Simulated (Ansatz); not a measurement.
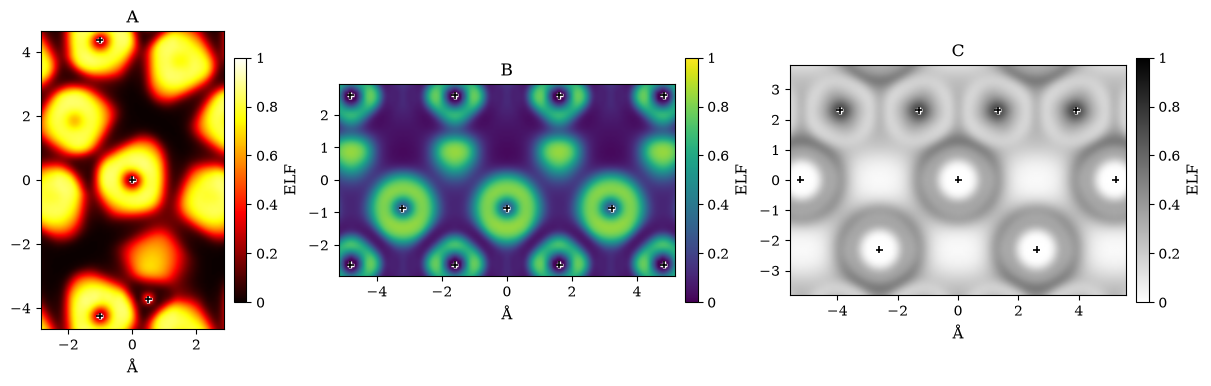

The electron localisation function of 3 systems, each on a plane through atoms (crosses mark nuclei in the plane).

Method: Kohn-Sham DFT of a periodic cell, PBEsol, Ansatz PAW in Ansatz.

System 1: SiO2, the (101̄) plane of the conventional cell. Space group P4₁2₁2.

```xyz
12
Lattice="5.0269 0.0000 0.0000 0.0000 5.0269 0.0000 0.0000 0.0000 7.0056" Properties=species:S:1:pos:R:3 pbc="T T T"
Si    4.0122    1.0147    5.2542
Si    3.5281    3.5281    3.5028
Si    1.0147    4.0122    1.7514
Si    1.4988    1.4988    0.0000
O     0.5130    1.2043    5.7558
O     1.3092    3.0265    0.5015
O     4.5139    3.8226    2.2529
O     3.7178    2.0004    4.0044
O     3.0265    1.3092    6.5041
O     3.8226    4.5139    4.7527
O     2.0004    3.7178    3.0013
O     1.2043    0.5130    1.2499
```

System 2: TiO, the (110) plane of the conventional cell. Space group P-6m2; computed pressure about −40 GPa in this cell.

System 3: NiSb, the (110) plane of the conventional cell. Space group P6₃/mmc; computed pressure about −8 GPa in this cell; the program warned that a starting moment wasn't kept; spin-polarised, but the moments vanished.

```
CELL_PARAMETERS angstrom
4.00504 0.00000 0.00000
-2.00252 3.46847 0.00000
0.00000 0.00000 5.22042
ATOMIC_POSITIONS crystal
Sb 0.66667 0.33333 0.75000
Sb 0.33333 0.66667 0.25000
Ni 0.00000 0.00000 0.50000
Ni 0.00000 0.00000 0.00000
```

### Match each panel to its system.

Panel A is system 1, SiO2: the plane holds Si and O. Si–O (1.62 Å): the ELF peaks at about 0.85 between the atoms (a short, strongly polar bond). Panel B is system 2, TiO: the plane holds Ti and O. Ti–O (2.37 Å): the ELF peaks at about 0.85 in the valence shell of O, 0.6 Å from its nucleus, and is about 0.10 at the midpoint; no localised pair shows between them. Panel C is system 3, NiSb: the plane holds Sb and Ni. Ni–Ni (2.61 Å): the ELF is about 0.25 at the midpoint: no shared electron pair shows on this line.
